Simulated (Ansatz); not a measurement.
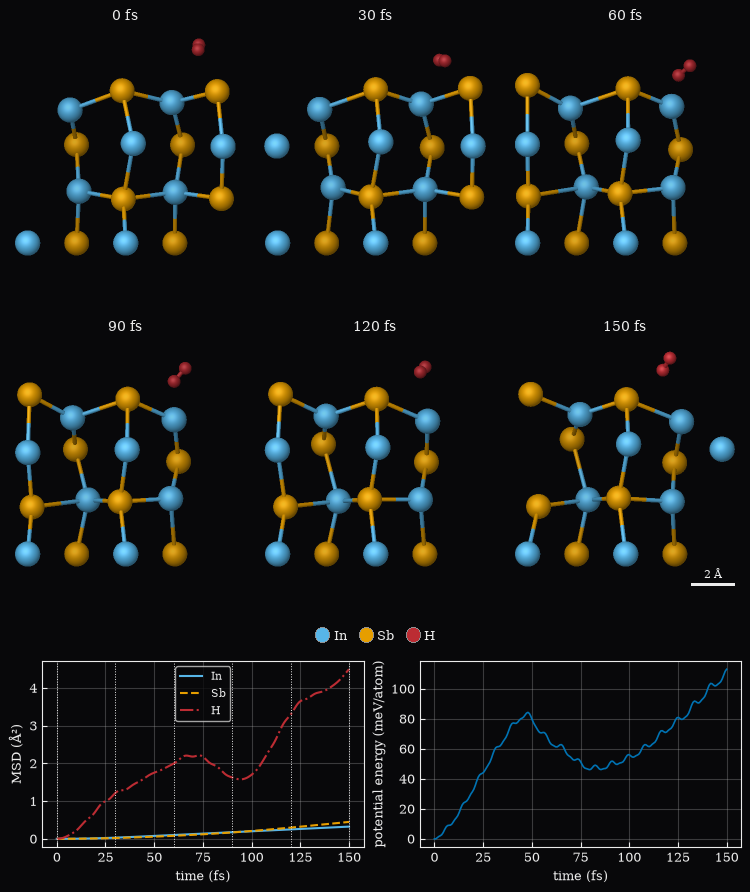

A Born-Oppenheimer molecular dynamics run of H2 on InSb(110) (18 atoms in the cell), 150 fs long. It starts from the last geometry of an earlier run, with fresh velocities. Frames and the history of the run. A ball-and-stick model of the simulation cell, with the vacuum cut short, seen along the b axis. Atoms that leave the cell re-enter on the other side. Bonds to atoms that aren't drawn are left out.

Level of theory: DFT LDA, scalar-relativistic, plane waves, PAW (Ansatz 0.2.0). Settings: plane-wave cutoff 420 eV; k-point mesh 2 × 2 × 1; Fermi-Dirac smearing 0.05 eV; low-accuracy preset; 4 atoms held fixed; Nosé-Hoover thermostat (NVT); set temperature 1400 K; time step 0.75 fs; thermostat time 3.0 fs.

What do the frames and curves show?

Answer. Over the second half the temperature averages 1401 K (spread ±47 K). The potential energy is still drifting at the end, so the run hasn't reached equilibrium. The potential energy in the second half lies on average 69.9 meV per atom above the first frame. Root-mean-square distances from the starting positions over the second half, with the common drift of all atoms taken out: H 1.68 Å, Sb 0.52 Å, In 0.48 Å. The run lasts only 150 fs, too short to tell vibration from diffusion. The conserved quantity stays between −0.0052 and 0.13 meV per atom of its start. A straight-line fit has a slope that amounts to +0.013 meV per atom over 150 fs (under 0.1 % of the mean kinetic energy), and the ripple about it is 0.9 % of the kinetic energy's fluctuation. With a drift under 2 % and a ripple under 7 %, the integration is accurate. The thermostat's time constant is so short that it disturbs the motion.

Limits of the set-up: the program's low-accuracy preset was used; the periodic images lie only 6.5 Å apart, so the values are limited by the cell's size.

The run took 11 min on 4 threads of Intel(R) Xeon(R) 6975P-C (Granite Rapids), with other jobs on the host, peak memory 3.1 GiB.

PAW datasets: the set soft_1.
